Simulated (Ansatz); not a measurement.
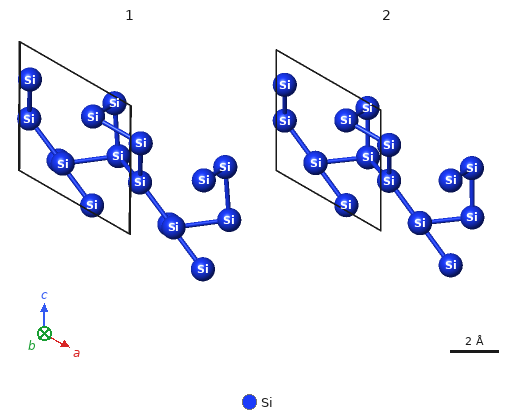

Two geometries of solid Si (a generated structure, set up in I4_1/a) (coarse preliminary run), drawn at one scale. One is the start of a relaxation, the other its converged end. The picture is a ball-and-stick view of the cell of the calculation, repeated 2 × 1 × 1 with one cell outlined, seen along the b axis.

Level of theory: Ansatz, DFT PBE, scalar-relativistic, plane waves, PAW. Settings: plane-wave cutoff 420 eV; k-point mesh 4 × 4 × 4; occupations gaussian; smearing width 0.1 eV; no spin polarisation; cell and atoms relaxed; force threshold 0.04 eV/Å; at most 70 steps.

**Which one is relaxed?**

Structure 1 is the relaxed one. Over 3 accepted moves (4 points after the start) the energy falls by 295 meV per atom. The largest force component goes from 1.3 to 0.013 eV/Å. The pressure goes from 31.20 to 0.21 GPa. At 1 point the geometry stayed and the basis and grid were re-selected for the new cell (energy shift of 1.7 meV per atom at most each time). The largest moves relative to the cell, 0.090 Å, are those of Si atoms. The volume changes by +20.5 %, with a = b = c 5.389 → 5.736 Å (+6.4 %), α 109.4° → 109.0°, β 109.4° → 109.0°, γ 109.7° → 110.4°. Among the contacts that change: Si–Si 2.203 → 2.392 Å, Si–Si 2.219 → 2.374 Å, Si–Si 2.238 → 2.386 Å. Among the angles between lasting bonds that change: Si–Si–Si 94.5° → 97.3°, Si–Si–Si 94.1° → 91.6°. The space group stays I4_1/a (No. 88).
